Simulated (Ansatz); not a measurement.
## TiC₆₃ (charge −1): single-point calculation (part 2 of 3)

The same run, continued: TiC₆₃ (defect cell, 64 atoms in the cell, total charge −1); DFT PBE, scalar-relativistic, plane waves, PAW, spin-polarised (Ansatz 0.2.0); cutoff 420 eV, 2×2×2 k-mesh, Gaussian smearing of 0.05 eV, collinear spins. The structure derives from an entry of the Crystallography Open Database.

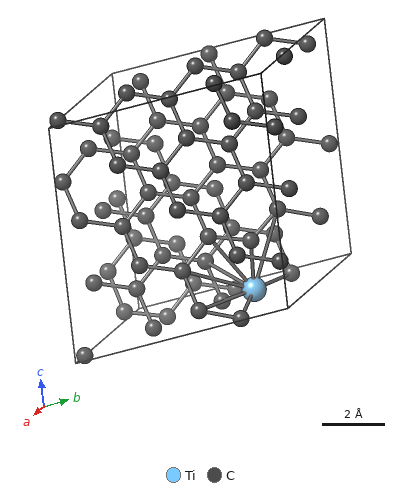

The input geometry (ball-and-stick view of the cell of the calculation, seen slightly off an axis). An atom can appear more than once, as a periodic image.

Output, continued:
```
--- Forces (eV/Å), atoms counted from 1 ---
  atom   1  Ti     0.16494340    -0.07431393     0.50841852
  atom   2  C      0.08354128     0.00230218    -0.01669145
  atom   3  C      0.04286200    -0.03347006     0.01149348
  atom   4  C      0.04859942    -0.07353802    -0.04475165
  atom   5  C      0.03080199    -0.02662673    -0.20101577
  atom   6  C      0.32807051     0.05874582     0.03563456
  atom   7  C     -0.17751208     0.08886117    -0.00159333
  atom   8  C      0.13496608    -0.32574266     0.03362596
  atom   9  C      0.00099300    -0.03648135     0.00055119
  atom  10  C      0.04386463    -0.03319794    -0.00666343
  atom  11  C      0.02986391     0.01591964    -0.00433122
  atom  12  C     -0.00828781    -0.00235109    -0.00215580
  atom  13  C      0.19103147    -0.02344479    -0.00783154
  atom  14  C     -0.05691233     0.00379209     0.00148584
  atom  15  C      0.10976997    -0.14691849    -0.00167791
  atom  16  C     -0.14136610     0.09068330     0.01126817
  atom  17  C     -0.01637262    -0.04474691    -0.01744364
  atom  18  C     -0.05078373    -0.20080062     0.00925203
  atom  19  C      0.11317973     0.14478224     0.00353684
  atom  20  C      0.02998132    -0.00295341     0.03641293
  atom  21  C     -0.02628487    -0.03065081     0.00873210
  atom  22  C     -0.02525153     0.04537221     0.02933694
  atom  23  C      0.03537532    -0.03068486     0.00424495
  atom  24  C      0.02251868    -0.01712121    -0.01360088
  atom  25  C     -0.04881469     0.05081776    -0.00741266
  atom  26  C     -0.10457415     0.04375352     0.00739789
  atom  27  C      0.10900248    -0.22344538     0.00021128
  atom  28  C      0.21984668     0.02547307     0.00350881
  atom  29  C      0.00238458    -0.01370683     0.02396436
  atom  30  C      0.01225268     0.00077455     0.00711326
  atom  31  C     -0.01821846    -0.00085956    -0.00502148
  atom  32  C      0.00917846    -0.00144441     0.01700370
  atom  33  C     -0.01077126    -0.02421886    -0.01281976
  atom  34  C     -0.03087623     0.00891771     0.00467321
  atom  35  C      0.01345919     0.03634285     0.00000308
  atom  36  C     -0.07773935     0.03998712    -0.02600516
  atom  37  C     -0.15555513     0.19136686    -0.03927917
  atom  38  C      0.19085581    -0.10665658    -0.00812202
  atom  39  C     -0.23534635     0.07203400    -0.03206857
  atom  40  C     -0.16783989     0.10263635    -0.22162671
  atom  41  C     -0.01916530     0.00070723    -0.02069562
  atom  42  C      0.01679992     0.02023705    -0.01602116
  atom  43  C     -0.01630203     0.01605089    -0.00301245
  atom  44  C     -0.00471998    -0.00504802    -0.00322768
  atom  45  C      0.08465236    -0.06369398     0.00915302
  atom  46  C     -0.03766666     0.26930219    -0.00779049
  atom  47  C      0.08815591    -0.03888835    -0.01719231
  atom  48  C     -0.24952096    -0.08946650    -0.01150613
  atom  49  C     -0.11762290     0.02323421     0.00279033
  atom  50  C     -0.03448850     0.08749136     0.00115775
  atom  51  C     -0.00564626    -0.07654057    -0.01113828
  atom  52  C      0.08171835     0.03442098     0.00144656
  atom  53  C      0.00540127     0.08353529    -0.02702047
  atom  54  C     -0.06026242     0.05645320    -0.00845820
  atom  55  C     -0.05186155     0.02017290     0.00248290
  atom  56  C     -0.07636376    -0.04530203    -0.00028142
  atom  57  C      0.05186941    -0.05466473     0.00252054
  atom  58  C     -0.26695565    -0.10429847     0.00592083
  atom  59  C     -0.00422211     0.28539284     0.01873446
  atom  60  C      0.03088092     0.00675407     0.00002140
  atom  61  C      0.00017858     0.02665002    -0.00395038
  atom  62  C     -0.00154245    -0.01796481     0.00307138
  atom  63  C     -0.04034001    -0.02339462    -0.00543362
  atom  64  C      0.01219272     0.03967316     0.00068307
  max |Σ_I F_I| component: 1.10e-5 eV/Å
--- Band table (eV; the first three rows and the last of 16) ---
  k-point 0 ↑: bands = ["-48.8525", "-25.4136", "-25.3489", "-25.0402", "-12.3902", "-11.8750", "-11.0109", "-10.9216", "-10.8914", "-10.8229", "-10.8028", "-10.7497", "-10.6089", "-10.5922", "-10.5637", "-10.4042", "-10.3851", "-9.4348", "-8.0658", "-8.0537", "-8.0429", "-8.0314", "-7.9990", "-7.9739", "-7.7344", "-7.7030", "-7.6630", "-7.4744", "-7.4629", "-7.1979", "-7.0246", "-7.0096", "-7.0060", "-6.6290", "-6.6169", "-6.0438", "-6.0219", "-6.0171", "-5.9313", "-5.4298",
      "-5.3794", "-4.2584", "-3.2923", "-3.2839", "-3.2790", "-3.2697", "-3.2208", "-3.2103", "-3.0457", "-3.0419", "-2.9453", "-2.6052", "-2.5882", "-1.7918", "-1.7761", "-1.7060", "-1.6877", "-1.6824", "-1.6807", "-1.6346", "-1.4921", "-1.4527", "-1.3874", "-1.2337", "-0.8415", "-0.7824", "-0.5744", "-0.1737", "-0.1716", "-0.1672", "-0.1208", "-0.1185", "-0.0978", "0.1243", "0.1544", "0.1885", "0.5446", "0.6154", "0.6670", "0.7000",
      "0.8194", "0.8508", "0.8578", "0.8611", "0.8743", "0.9675", "1.1630", "1.2500", "1.3088", "1.5763", "1.6048", "1.6884", "1.7236", "2.0864", "2.1141", "2.1722", "2.2112", "2.2215", "2.2281", "2.2739", "2.2770", "2.2825", "2.5013", "2.5268", "2.5552", "2.5885", "2.6232", "3.8430", "3.8776", "3.9413", "3.9492", "4.0277", "4.0328", "4.1453", "4.2857", "4.2905", "4.2978", "4.4783", "4.5211", "4.7817",
      "4.9061", "4.9268", "5.0383", "5.1455", "5.1622", "5.2572", "5.3646", "5.3818", "5.4094", "6.3874", "6.4494", "6.9104", "8.5093", "8.7457", "8.8518", "9.0336", "9.2441", "9.3382", "9.4262", "9.6508", "9.8582", "9.9027", "9.9849", "10.0556", "10.0793", "10.1700", "10.4304", "10.4779", "10.5822", "10.7566", "10.8467", "11.0330", "11.6829", "11.9406", "12.1103", "13.1770", "13.8460", "14.0296", "14.2081", "14.2395",
      "14.4341", "14.4753", "14.5409", "14.5761", "14.6010", "14.6365", "14.7105", "14.7574", "14.7761", "14.8410", "14.8605", "14.9750", "15.0747", "15.1892", "15.2038", "15.2395", "15.2975", "15.3212", "15.3594", "15.4405", "15.4824", "15.4997", "15.5292", "15.6814", "15.7349", "15.7469", "15.8054", "15.8988", "15.9608", "15.9855", "16.0948", "16.1979", "16.3898", "16.4557", "16.9069", "16.9264", "17.1257"]
  k-point 1 ↑: bands = ["-48.8525", "-25.4136", "-25.3489", "-25.0402", "-12.0703", "-11.9595", "-11.6175", "-11.4293", "-11.2226", "-11.2127", "-10.8790", "-10.5648", "-9.8168", "-9.7904", "-9.7640", "-9.7586", "-9.4545", "-9.3685", "-9.3387", "-9.1027", "-9.0542", "-9.0049", "-8.5647", "-8.1417", "-7.7398", "-7.7265", "-7.6377", "-7.6307", "-7.4021", "-7.3802", "-7.0276", "-6.3966", "-6.0788", "-6.0706", "-5.7448", "-5.2727", "-5.2015", "-5.1705", "-4.9101", "-4.8103",
      "-4.8031", "-4.7394", "-4.7349", "-4.6520", "-4.4558", "-4.1542", "-4.0761", "-3.4852", "-3.4476", "-3.4308", "-2.8011", "-2.5138", "-2.5085", "-2.2387", "-2.0436", "-1.9722", "-1.7497", "-1.7366", "-1.7303", "-1.7237", "-1.4588", "-1.2666", "-0.8716", "-0.7691", "-0.6618", "-0.2264", "-0.2206", "-0.1337", "-0.1165", "-0.0616", "0.1334", "0.2882", "0.4045", "0.5522", "0.6013", "0.6112", "0.6170", "0.6212", "0.6611", "0.7340",
      "0.9037", "1.0098", "1.0696", "1.0817", "1.1012", "1.1249", "1.1619", "1.1928", "1.2665", "1.3753", "1.4259", "1.4827", "1.5665", "1.7743", "1.9140", "1.9984", "2.1398", "2.1489", "2.2711", "2.3176", "2.4109", "2.7947", "2.8517", "2.9121", "2.9381", "2.9440", "2.9885", "3.0879", "3.1927", "3.2981", "3.5379", "3.5465", "3.6003", "3.6162", "3.7523", "3.8380", "3.9804", "4.2207", "4.3648", "4.4855",
      "4.6500", "4.8910", "4.9595", "5.1833", "5.3968", "5.4599", "5.8643", "5.9880", "6.1850", "6.3835", "6.7685", "7.2208", "8.1305", "8.2916", "8.4578", "8.7942", "8.9165", "9.1934", "9.2402", "9.5344", "9.5891", "9.6628", "10.0394", "10.0619", "10.2920", "10.4761", "10.7292", "10.9687", "11.2069", "11.4242", "11.7969", "11.8558", "12.0932", "12.2954", "12.3769", "12.4622", "12.5249", "12.5732", "12.7221", "12.9567",
      "13.1790", "13.4168", "14.1341", "14.6681", "14.8637", "14.8930", "14.9987", "15.0681", "15.1554", "15.2582", "15.5105", "15.5718", "15.6797", "15.7451", "15.8455", "15.9567", "16.0761", "16.0854", "16.1527", "16.2015", "16.2887", "16.3448", "16.3943", "16.4233", "16.4525", "16.5705", "16.6635", "16.6996", "16.7124", "16.7166", "16.7534", "16.7762", "16.8166", "16.8712", "16.9016", "16.9278", "17.0793"]
  k-point 2 ↑: bands = ["-48.8525", "-25.4136", "-25.3489", "-25.0402", "-12.0824", "-11.9385", "-11.6228", "-11.4402", "-11.2280", "-11.2057", "-10.8818", "-10.5534", "-9.8094", "-9.7903", "-9.7653", "-9.7571", "-9.4377", "-9.3802", "-9.3362", "-9.1180", "-9.0553", "-9.0157", "-8.5460", "-8.1743", "-7.7684", "-7.7141", "-7.6381", "-7.6127", "-7.3904", "-7.3582", "-7.0523", "-6.3693", "-6.0781", "-6.0611", "-5.7587", "-5.2910", "-5.1943", "-5.1639", "-4.9181", "-4.8160",
      "-4.7785", "-4.7665", "-4.7252", "-4.6519", "-4.3731", "-4.1981", "-4.1275", "-3.4952", "-3.4452", "-3.4344", "-2.8226", "-2.5214", "-2.5017", "-2.2299", "-2.0017", "-1.9573", "-1.7441", "-1.7431", "-1.7349", "-1.7223", "-1.4476", "-1.2730", "-0.8467", "-0.8282", "-0.6079", "-0.2377", "-0.2141", "-0.1348", "-0.1282", "-0.0960", "0.1849", "0.2576", "0.3469", "0.5154", "0.6053", "0.6106", "0.6141", "0.6168", "0.6646", "0.7168",
      "0.8791", "1.0365", "1.0639", "1.0767", "1.0924", "1.1830", "1.1930", "1.2470", "1.2681", "1.3592", "1.4705", "1.5078", "1.5838", "1.6980", "1.9150", "2.0120", "2.1362", "2.1527", "2.2967", "2.3218", "2.4306", "2.7472", "2.8545", "2.8979", "2.9511", "3.0248", "3.0626", "3.1013", "3.1281", "3.1882", "3.5103", "3.5477", "3.5704", "3.6190", "3.7685", "3.8842", "3.9357", "4.1868", "4.3459", "4.4745",
      "4.6653", "4.8791", "5.0414", "5.1451", "5.3293", "5.4134", "6.0076", "6.1011", "6.1790", "6.4298", "6.6411", "7.0223", "8.1601", "8.2656", "8.4870", "8.8320", "9.0916", "9.2352", "9.2995", "9.5083", "9.6023", "9.8060", "9.9279", "10.0688", "10.1527", "10.2237", "11.0275", "11.0872", "11.1602", "11.3551", "11.6950", "11.8145", "12.0827", "12.2527", "12.3899", "12.4932", "12.4954", "12.5671", "12.7435", "12.9789",
      "13.2462", "13.3879", "14.3035", "14.5812", "14.8412", "14.9301", "15.0132", "15.0398", "15.1434", "15.2713", "15.5123", "15.5680", "15.6926", "15.7527", "15.8572", "15.9292", "15.9748", "16.1226", "16.1491", "16.2232", "16.2531", "16.3509", "16.3965", "16.4205", "16.4501", "16.6130", "16.6259", "16.6498", "16.6607", "16.7035", "16.7261", "16.7798", "16.8055", "16.9006", "16.9088", "17.0071", "17.0538"]
```
